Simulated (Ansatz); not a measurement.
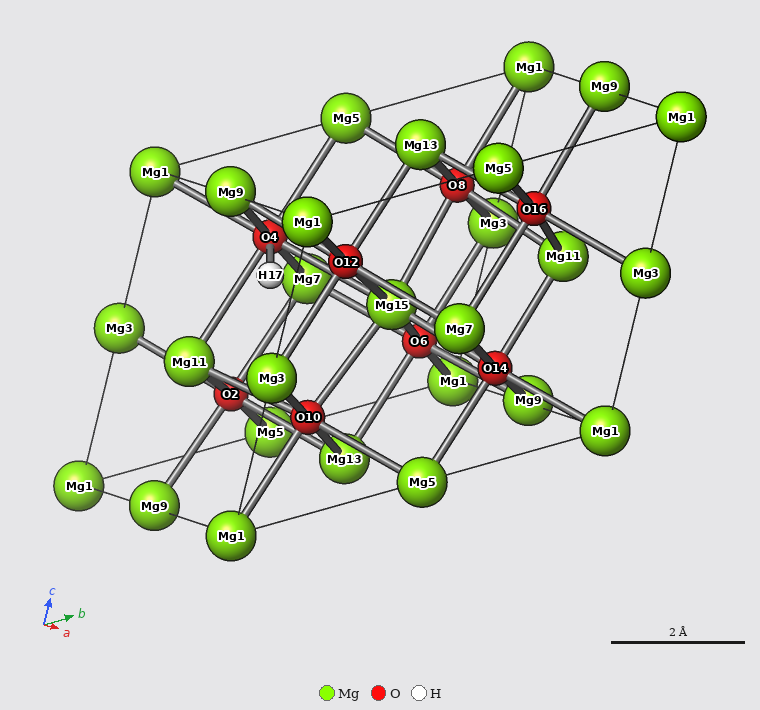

*The starting structure (ball-and-stick view of the cell of the calculation, seen slightly off an axis; atoms are numbered from 1 in the order of the input).*

## Nudged elastic band, with input and output: Mg8HO8 (charge +1) (part 1 of 3)

- system: Mg8HO8 (defect cell, 17 atoms in the cell, total charge +1)
- method: DFT PBE, scalar-relativistic, plane waves, PAW, no spin polarisation (Ansatz 0.2.0)

The structure derives from an entry of the Crystallography Open Database. It belongs to a series of runs on one base structure; here: band between the two ends. Figures and captions count atoms from 1; the log counts them from 0 in places.

## The program's output
```
Warning: neb: disabling space-group detection — the band's intermediate images generally break the endpoint symmetry, so no spatial operation reduces the k-mesh or symmetrises the density, except that a semilocal band can use its path's symmetry ahead of convergence; time reversal is kept, so that k and −k are solved as one point where they differ and the mesh holds both, and exact exchange and, on two spinor components, a DFT+U term hold to it where the run has them: on two components no moment then forms, and a state that bears one, which a typed moment (crystal.atoms[].spin; refused beside efield: under a hybrid functional) reaches, can lie lower, under hf by electronvolts; crystal.symmetry.detect: false (a key that needs symmetry detection or time reversal refuses this as the deck is read) with time_reversal: false beside it drops time reversal too
Engine: ansatz 0.2.0, aarch64-unknown-linux-gnu
Pseudopotentials: kind: paw
Pseudopotential: Mg, paw, valence charge 10, recommended cutoff 420 eV (normal), Mg.paw.azcp
Pseudopotential: O, paw, valence charge 6, recommended cutoff 420 eV (normal), O.paw.azcp
Pseudopotential: H, paw, valence charge 1, recommended cutoff 420 eV (normal), H.paw.azcp
Functional definition: PBE
  parameter kappa = 0.804
  parameter beta = 0.06672455060314922
  exchange = pbe_x(kappa = kappa, mu = beta*pi^2/3)
  correlation = pbe_c(beta = beta)
NEB image 0
Crystal: 17 atoms, lattice volume = 149.343 Å³
Basis set: ecut = 420 eV, 2891 PW (Γ), exchange–correlation on 80×80×80 points (8 copies of the dense FFT grid, shifted against one another)
Bands: 81, of which v1, the nominal top of the filled ones, is band 64 counted from 1 (63 counted from 0)
Symmetry: 1 space group operations
k-points: 8
Non-local potential: Mg, projectors of the file, l = 0: 3, l = 1: 2, l = 2: 1
Non-local potential: O, projectors of the file, l = 0: 2, l = 1: 2, l = 2: 1
Non-local potential: H, projectors of the file, l = 0: 2, l = 1: 1
PAW form: soft (Blöchl's): semilocal exchange-correlation on the pseudo side does not see the compensation charge
PAW one-centre angular grid: Mg, 110 points (default); XC on 64 Gauss nodes
PAW one-centre angular grid: O, 110 points (default); XC on 64 Gauss nodes
PAW one-centre angular grid: H, 110 points (default); XC on 64 Gauss nodes
Initial density: superposition of atomic densities (neutral atoms scaled as one to the charged cell's electrons: chi_scale 0, normalization atom), corrected by the library's trained network
Initial wavefunctions: pseudopotential atomic-orbital guess
Functional: x = pbe(κ = 0.804, μ = 0.2195149727645171), c = pbe(β = 0.06672455060314922)
SCF iter   1: F=—  HF=-19977.685769 eV  |F-HF|=—  |Δ(HF+E_count)|=         —  Δρ=2.43e-2  dr2=5.94e-1  ethr=1.77e-3  ⟨swp⟩=6.0  Hψ=2734  notcnv=0  defer=2
preconditioner: auto → Resta (q_TF=auto, 2.659 Å⁻¹)  ε∞=3.3  [insulator: Δε(μ)=4.387 eV  Ē_g=16.107 eV  σ=0.050 eV  W_gap=1.00  n_scr=58 (ndim 8)  ℏωp=24.3 eV  f_vac=0.000  D(μ)=0.00/eV (n_scr^D=0)  ε∞_Penn≈3.3]
SCF iter   2: F=—  HF=-19977.497451 eV  |F-HF|=—  |Δ(HF+E_count)|=   1.88e-1  Δρ=1.12e-2  dr2=1.69e-1  ethr=4.64e-4  ⟨swp⟩=3.0  Hψ=1236  notcnv=0  defer=79
SCF iter   3: F=—  HF=-19977.440253 eV  |F-HF|=—  |Δ(HF+E_count)|=   5.72e-2  Δρ=1.90e-3  dr2=1.06e-2  ethr=1.32e-4  ⟨swp⟩=2.4  Hψ=997  notcnv=0  defer=79
SCF iter   4: F=—  HF=-19977.437112 eV  |F-HF|=—  |Δ(HF+E_count)|=   3.14e-3  Δρ=4.81e-4  dr2=6.04e-4  ethr=8.24e-6  ⟨swp⟩=2.1  Hψ=1023  notcnv=0  defer=79
SCF iter   5: F=—  HF=-19977.436964 eV  |F-HF|=—  |Δ(HF+E_count)|=   1.49e-4  Δρ=1.23e-4  dr2=2.15e-5  ethr=4.72e-7  ⟨swp⟩=2.0  Hψ=992  notcnv=0  defer=79
SCF iter   6: F=—  HF=-19977.436978 eV  |F-HF|=—  |Δ(HF+E_count)|=   1.37e-5  Δρ=3.78e-5  dr2=1.99e-6  ethr=1.68e-8  ⟨swp⟩=2.0  Hψ=1081  notcnv=0  defer=79
SCF iter   7: F=-19977.436978 eV  HF=-19977.436978 eV  |F-HF|=1.51e-8  |Δ(HF+E_count)|=   1.87e-8  Δρ=7.19e-6  dr2=6.65e-8  ethr=7.81e-11  ⟨swp⟩=3.4  Hψ=2672  notcnv=0
SCF 1 converged in 7 iterations: F = -19977.436978 eV  dr2 = 6.65e-8
  greatest PAW one-centre occupation: 1.000 electrons in one spin orbital (limit 2), on the Mg atom at site 8 (counted from 0), in its partial waves of l = 0
NSCF: frozen V_eff on 8 k-points
NEB image 6
SCF iter   1: F=—  HF=-19977.685399 eV  |F-HF|=—  |Δ(HF+E_count)|=         —  Δρ=2.43e-2  dr2=5.94e-1  ethr=1.77e-3  ⟨swp⟩=6.0  Hψ=2726  notcnv=0  defer=2
preconditioner: auto → Resta (q_TF=auto, 2.659 Å⁻¹)  ε∞=3.3  [insulator: Δε(μ)=4.388 eV  Ē_g=16.107 eV  σ=0.050 eV  W_gap=1.00  n_scr=58 (ndim 8)  ℏωp=24.3 eV  f_vac=0.000  D(μ)=0.00/eV (n_scr^D=0)  ε∞_Penn≈3.3]
SCF iter   2: F=—  HF=-19977.497392 eV  |F-HF|=—  |Δ(HF+E_count)|=   1.88e-1  Δρ=1.12e-2  dr2=1.69e-1  ethr=4.64e-4  ⟨swp⟩=3.0  Hψ=1238  notcnv=0  defer=79
SCF iter   3: F=—  HF=-19977.440112 eV  |F-HF|=—  |Δ(HF+E_count)|=   5.73e-2  Δρ=1.91e-3  dr2=1.05e-2  ethr=1.32e-4  ⟨swp⟩=2.4  Hψ=1063  notcnv=0  defer=79
SCF iter   4: F=—  HF=-19977.437096 eV  |F-HF|=—  |Δ(HF+E_count)|=   3.02e-3  Δρ=5.08e-4  dr2=6.23e-4  ethr=8.22e-6  ⟨swp⟩=2.1  Hψ=1010  notcnv=0  defer=79
SCF iter   5: F=—  HF=-19977.436944 eV  |F-HF|=—  |Δ(HF+E_count)|=   1.52e-4  Δρ=1.14e-4  dr2=1.82e-5  ethr=4.87e-7  ⟨swp⟩=2.0  Hψ=924  notcnv=0  defer=79
SCF iter   6: F=—  HF=-19977.436958 eV  |F-HF|=—  |Δ(HF+E_count)|=   1.39e-5  Δρ=4.23e-5  dr2=1.72e-6  ethr=1.42e-8  ⟨swp⟩=2.0  Hψ=1057  notcnv=0  defer=79
SCF iter   7: F=-19977.436957 eV  HF=-19977.436957 eV  |F-HF|=2.52e-8  |Δ(HF+E_count)|=   3.94e-7  Δρ=6.56e-6  dr2=6.34e-8  ethr=7.81e-11  ⟨swp⟩=3.0  Hψ=2719  notcnv=0
SCF 2 converged in 7 iterations: F = -19977.436957 eV  dr2 = 6.34e-8
  greatest PAW one-centre occupation: 1.000 electrons in one spin orbital (limit 2), on the Mg atom at site 4 (counted from 0), in its partial waves of l = 0
NSCF: frozen V_eff on 8 k-points
NEB end point (image 0): max|allowed force component| = 4.501e-3 eV/Å (the criterion of neb.relax_end_points is 1.000e-2)
NEB end point (image 6): max|allowed force component| = 1.568e-2 eV/Å (the criterion of neb.relax_end_points is 1.000e-2)
NEB image 1
SCF iter   1: F=—  HF=-19976.691404 eV  |F-HF|=—  |Δ(HF+E_count)|=         —  Δρ=2.77e-2  dr2=9.80e-1  ethr=1.77e-3  ⟨swp⟩=6.0  Hψ=2767  notcnv=0  defer=2
preconditioner: auto → Resta (q_TF=auto, 2.659 Å⁻¹)  ε∞=3.4  [insulator: Δε(μ)=3.427 eV  Ē_g=15.856 eV  σ=0.050 eV  W_gap=1.00  n_scr=58 (ndim 8)  ℏωp=24.3 eV  f_vac=0.000  D(μ)=0.00/eV (n_scr^D=0)  ε∞_Penn≈3.4]
SCF iter   2: F=—  HF=-19976.401134 eV  |F-HF|=—  |Δ(HF+E_count)|=   2.90e-1  Δρ=1.34e-2  dr2=3.08e-1  ethr=7.65e-4  ⟨swp⟩=2.0  Hψ=813  notcnv=0  defer=75
SCF iter   3: F=—  HF=-19976.276934 eV  |F-HF|=—  |Δ(HF+E_count)|=   1.24e-1  Δρ=2.43e-3  dr2=1.96e-2  ethr=2.41e-4  ⟨swp⟩=3.0  Hψ=897  notcnv=0  defer=75
SCF iter   4: F=—  HF=-19976.267933 eV  |F-HF|=—  |Δ(HF+E_count)|=   9.00e-3  Δρ=7.04e-4  dr2=1.44e-3  ethr=1.53e-5  ⟨swp⟩=2.0  Hψ=1112  notcnv=0  defer=76
SCF iter   5: F=—  HF=-19976.267525 eV  |F-HF|=—  |Δ(HF+E_count)|=   4.08e-4  Δρ=3.11e-4  dr2=1.39e-4  ethr=1.13e-6  ⟨swp⟩=2.0  Hψ=1076  notcnv=0  defer=76
[...]
NEB image 2
preconditioner: auto → Resta (q_TF=auto, 2.659 Å⁻¹)  ε∞=3.4  [insulator: Δε(μ)=2.968 eV  Ē_g=15.780 eV  σ=0.050 eV  W_gap=1.00  n_scr=58 (ndim 8)  ℏωp=24.3 eV  f_vac=0.000  D(μ)=0.00/eV (n_scr^D=0)  ε∞_Penn≈3.4]
NEB image 3
preconditioner: auto → Resta (q_TF=auto, 2.659 Å⁻¹)  ε∞=3.4  [insulator: Δε(μ)=2.975 eV  Ē_g=15.800 eV  σ=0.050 eV  W_gap=1.00  n_scr=58 (ndim 8)  ℏωp=24.3 eV  f_vac=0.000  D(μ)=0.00/eV (n_scr^D=0)  ε∞_Penn≈3.4]
NEB image 4
preconditioner: auto → Resta (q_TF=auto, 2.659 Å⁻¹)  ε∞=3.3  [insulator: Δε(μ)=3.483 eV  Ē_g=15.879 eV  σ=0.050 eV  W_gap=1.00  n_scr=58 (ndim 8)  ℏωp=24.3 eV  f_vac=0.000  D(μ)=0.00/eV (n_scr^D=0)  ε∞_Penn≈3.3]
NEB image 5
preconditioner: auto → Resta (q_TF=auto, 2.659 Å⁻¹)  ε∞=3.3  [insulator: Δε(μ)=4.028 eV  Ē_g=15.983 eV  σ=0.050 eV  W_gap=1.00  n_scr=58 (ndim 8)  ℏωp=24.3 eV  f_vac=0.000  D(μ)=0.00/eV (n_scr^D=0)  ε∞_Penn≈3.3]
NEB iter   1: max|band force component| = 3.925e0 eV/Å  barrier→ = 1.8202 eV  barrier← = 1.8202 eV  Δτ_max = 0.1227 Å  (54 SCF iters)
NEB image 1
Initial density: handed on by an earlier stage of this run
Initial wavefunctions: those handed on with the density
preconditioner: auto → Resta (q_TF=auto, 2.659 Å⁻¹)  ε∞=3.3  [insulator: Δε(μ)=3.318 eV  Ē_g=15.906 eV  σ=0.050 eV  W_gap=1.00  n_scr=58 (ndim 8)  ℏωp=24.3 eV  f_vac=0.000  D(μ)=0.00/eV (n_scr^D=0)  ε∞_Penn≈3.3]
NEB image 2
preconditioner: auto → Resta (q_TF=auto, 2.659 Å⁻¹)  ε∞=3.4  [insulator: Δε(μ)=2.675 eV  Ē_g=15.828 eV  σ=0.050 eV  W_gap=1.00  n_scr=58 (ndim 8)  ℏωp=24.3 eV  f_vac=0.000  D(μ)=0.00/eV (n_scr^D=0)  ε∞_Penn≈3.4]
NEB image 3
preconditioner: auto → Resta (q_TF=auto, 2.659 Å⁻¹)  ε∞=3.3  [insulator: Δε(μ)=3.161 eV  Ē_g=15.907 eV  σ=0.050 eV  W_gap=1.00  n_scr=58 (ndim 8)  ℏωp=24.3 eV  f_vac=0.000  D(μ)=0.00/eV (n_scr^D=0)  ε∞_Penn≈3.3]
NEB image 4
preconditioner: auto → Resta (q_TF=auto, 2.659 Å⁻¹)  ε∞=3.3  [insulator: Δε(μ)=3.697 eV  Ē_g=15.994 eV  σ=0.050 eV  W_gap=1.00  n_scr=58 (ndim 8)  ℏωp=24.3 eV  f_vac=0.000  D(μ)=0.00/eV (n_scr^D=0)  ε∞_Penn≈3.3]
NEB image 5
preconditioner: auto → Resta (q_TF=auto, 2.659 Å⁻¹)  ε∞=3.3  [insulator: Δε(μ)=4.006 eV  Ē_g=16.057 eV  σ=0.050 eV  W_gap=1.00  n_scr=58 (ndim 8)  ℏωp=24.3 eV  f_vac=0.000  D(μ)=0.00/eV (n_scr^D=0)  ε∞_Penn≈3.3]
NEB iter   2: max|band force component| = 2.976e0 eV/Å  barrier→ = 1.2793 eV  barrier← = 1.2793 eV  Δτ_max = 0.2000 Å  (33 SCF iters)
[... from here on the SCF iterations and repeated set-up lines of each step are left out, up to the last step ...]
NEB image 1
NEB image 2
NEB image 3
NEB image 4
NEB image 5
NEB iter   3: max|band force component| = 1.026e1 eV/Å  barrier→ = 1.0462 eV  barrier← = 1.0462 eV  Δτ_max = 0.1008 Å  (35 SCF iters)
NEB image 1
NEB image 2
NEB image 3
NEB image 4
NEB image 5
NEB iter   4: max|band force component| = 1.315e0 eV/Å  barrier→ = 0.4787 eV  barrier← = 0.4787 eV  Δτ_max = 0.1496 Å  (34 SCF iters)
NEB image 1
NEB image 2
NEB image 3
NEB image 4
NEB image 5
NEB iter   5: max|band force component| = 6.452e-1 eV/Å  barrier→ = 0.4291 eV  barrier← = 0.4291 eV  Δτ_max = 0.0666 Å  (31 SCF iters)
NEB image 1
NEB image 2
NEB image 3
NEB image 4
NEB image 5
NEB iter   6: max|band force component| = 3.770e-1 eV/Å  barrier→ = 0.3705 eV  barrier← = 0.3705 eV  CI = image 2  Δτ_max = 0.1715 Å  (30 SCF iters)
NEB image 1
NEB image 2
NEB image 3
NEB image 4
NEB image 5
NEB iter   7: max|band force component| = 3.983e-1 eV/Å  barrier→ = 0.3811 eV  barrier← = 0.3811 eV  CI = image 2  Δτ_max = 0.0494 Å  (32 SCF iters)
NEB image 1
NEB image 2
NEB image 3
NEB image 4
NEB image 5
NEB iter   8: max|band force component| = 1.291e-1 eV/Å  barrier→ = 0.3638 eV  barrier← = 0.3638 eV  CI = image 2  Δτ_max = 0.0858 Å  (30 SCF iters)
NEB image 1
NEB image 2
NEB image 3
NEB image 4
NEB image 5
NEB iter   9: max|band force component| = 1.737e-1 eV/Å  barrier→ = 0.3580 eV  barrier← = 0.3580 eV  CI = image 2  Δτ_max = 0.0340 Å  (30 SCF iters)
NEB image 1
NEB image 2
NEB image 3
NEB image 4
NEB image 5
NEB iter  10: max|band force component| = 4.819e-2 eV/Å  barrier→ = 0.3550 eV  barrier← = 0.3549 eV  CI = image 2  Δτ_max = 0.0078 Å  (30 SCF iters)
NEB image 1
preconditioner: auto → Resta (q_TF=auto, 2.659 Å⁻¹)  ε∞=3.3  [insulator: Δε(μ)=4.358 eV  Ē_g=16.108 eV  σ=0.050 eV  W_gap=1.00  n_scr=58 (ndim 8)  ℏωp=24.3 eV  f_vac=0.000  D(μ)=0.00/eV (n_scr^D=0)  ε∞_Penn≈3.3]
NEB image 2
preconditioner: auto → Resta (q_TF=auto, 2.659 Å⁻¹)  ε∞=3.3  [insulator: Δε(μ)=4.415 eV  Ē_g=16.080 eV  σ=0.050 eV  W_gap=1.00  n_scr=58 (ndim 8)  ℏωp=24.3 eV  f_vac=0.000  D(μ)=0.00/eV (n_scr^D=0)  ε∞_Penn≈3.3]
NEB image 3
preconditioner: auto → Resta (q_TF=auto, 2.659 Å⁻¹)  ε∞=3.3  [insulator: Δε(μ)=4.348 eV  Ē_g=16.107 eV  σ=0.050 eV  W_gap=1.00  n_scr=58 (ndim 8)  ℏωp=24.3 eV  f_vac=0.000  D(μ)=0.00/eV (n_scr^D=0)  ε∞_Penn≈3.3]
NEB image 4
preconditioner: auto → Resta (q_TF=auto, 2.659 Å⁻¹)  ε∞=3.3  [insulator: Δε(μ)=4.256 eV  Ē_g=16.109 eV  σ=0.050 eV  W_gap=1.00  n_scr=58 (ndim 8)  ℏωp=24.3 eV  f_vac=0.000  D(μ)=0.00/eV (n_scr^D=0)  ε∞_Penn≈3.3]
NEB image 5
NEB image 1
NSCF: frozen V_eff on 8 k-points
NEB image 3
NSCF: frozen V_eff on 8 k-points
NEB image 4
NSCF: frozen V_eff on 8 k-points
NEB image 5
NSCF: frozen V_eff on 8 k-points
NEB image 2
NSCF: frozen V_eff on 8 k-points
the band table was solved once a step of the walk had ended and its energy, with any forces and stress, was formed, with the checks that follow a solve (2407 applications of the Hamiltonian). They found nothing against the state; the energy, forces and stress were not computed again (output.eigenvalues in the input reference)
```
